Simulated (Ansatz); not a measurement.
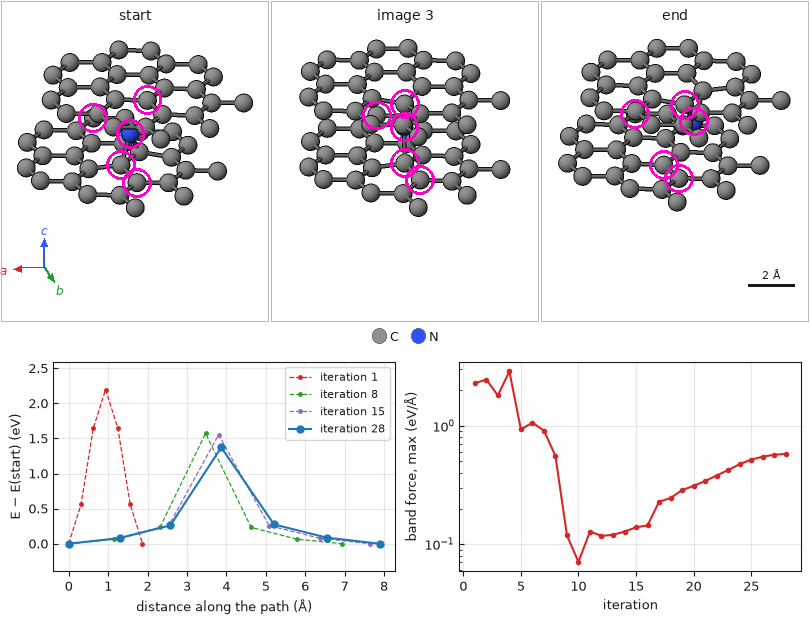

A search for the minimum-energy path of a defect cell of composition C32N (33 atoms in the cell) by the nudged elastic band. Images are numbered from 0 (start) to 6 (end). The plot follows the band through its iterations. The picture is a ball-and-stick view of the atoms within 5.0 Å of the middle of the path, seen from a free direction. The atoms that move most are ringed. Bonds to atoms that aren't drawn are left out.

Theory: Ansatz, DFT PBE+D3(BJ), scalar-relativistic, plane waves, PAW. Run with plane-wave cutoff 420 eV; k-point mesh 4 × 4 × 4; Gaussian smearing 0.1 eV; 5 movable images; climbing image.

### Judge this run.

The result isn't final. The run hit its time limit after 28 iterations, unconverged. The largest component of the band force went from 2.3 to 0.58 eV/Å. The barrier read from it is provisional: over the last two iterations the highest image moved from 1.41 eV to 1.37 eV. The first iteration put the highest image at 2.20 eV. The two ends have the same energy, and the highest point, image 3, lies 1.37 eV above the start.

Limits of the set-up: the periodic images lie only 6.5 Å apart, so the values are limited by the cell's size.

Cost: 58 min on 4 threads of Intel(R) Xeon(R) Platinum 8259CL CPU @ 2.50GHz (Skylake/Cascade Lake), with other jobs on the host, peak memory 3.4 GiB.
